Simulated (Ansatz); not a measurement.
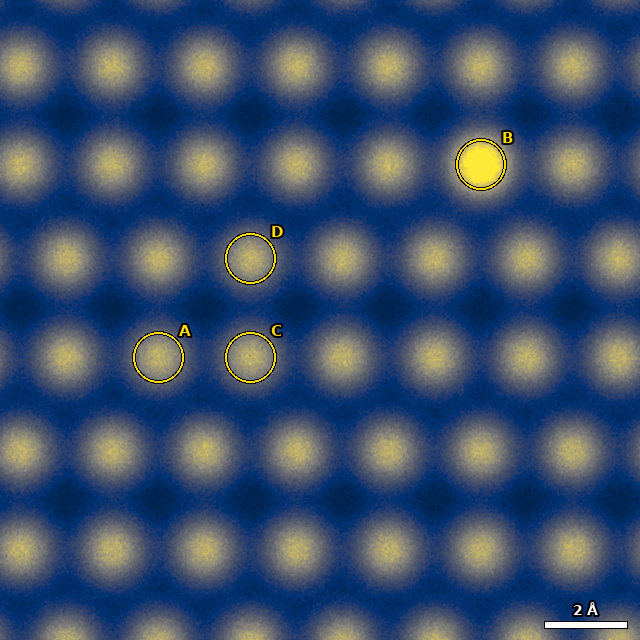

Dark-field STEM-like image of Rh (Fmmm, No. 69) along [110]. The image is simulated as a sum over atoms of Z^1.6, blurred by a 1.30 Å probe (no channelling). The probe carries 15 % of its weight in a tail 2.5 times as wide. Shot noise was added.

The sample is 2 repeats (5.3 Å) thick. One point defect was put into the perfect crystal, without relaxing the atoms around it. Brightness is counted from the darkest point of the image. Host structure: the geometry relaxed with DFT r2SCAN, scalar-relativistic, plane waves, PAW (Ansatz 0.2.0); the starting structure was generated, so it need not be a known form of this composition.

**Which ringed column holds the defect, and does it scatter more or less than its equals?**

B; it scatters more. The column holds 2 atoms (Rh) through the sample, and one Rh atom is replaced by Ir, so its peak rises to about 175 % of that of its equals.
